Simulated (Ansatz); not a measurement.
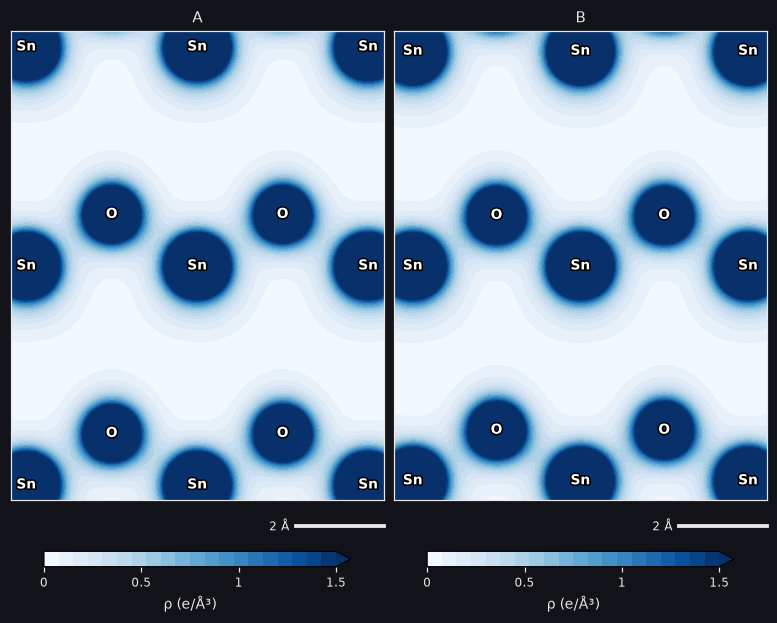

SnO. The valence electron density of two cells that differ in size, on the (010) plane of each (indices in the axes of the calculation cell), at one length scale and on one colour scale; one has 17.8 and the other 18.8 Å³ an atom.

Level of theory: Kohn-Sham DFT of a periodic cell, PBE, spin-orbit coupling, Ansatz PAW (Ansatz).

The density is the valence pseudo-density of a PAW calculation; it isn't the true density close to the nuclei.

The larger cell:

```xyz
4
Lattice="3.8885 0.0000 0.0000 0.0000 3.8885 0.0000 0.0000 0.0000 4.9828" Properties=species:S:1:pos:R:3 pbc="T T T"
Sn    1.9442    0.0000    3.8100
Sn    0.0000    1.9442    1.1728
O     0.0000    0.0000    0.0000
O     1.9442    1.9442    0.0000
```

The smaller cell: a = 3.814 Å, b = 3.814 Å, c = 4.887 Å, α = 90.00°, β = 90.00°, γ = 90.00°.

Q: Which panel shows the smaller cell, and what does the compression change?

A: Panel B is the smaller cell, by 6 % in volume. From the larger cell to the smaller, Sn–O goes from 2.27 to 2.23 Å, and the density at its midpoint from 0.43 to 0.47 e/Å³; the pressure goes from −1.6 to 3.6 GPa; the Kohn–Sham gap goes from 0.56 eV to 0.36 eV.
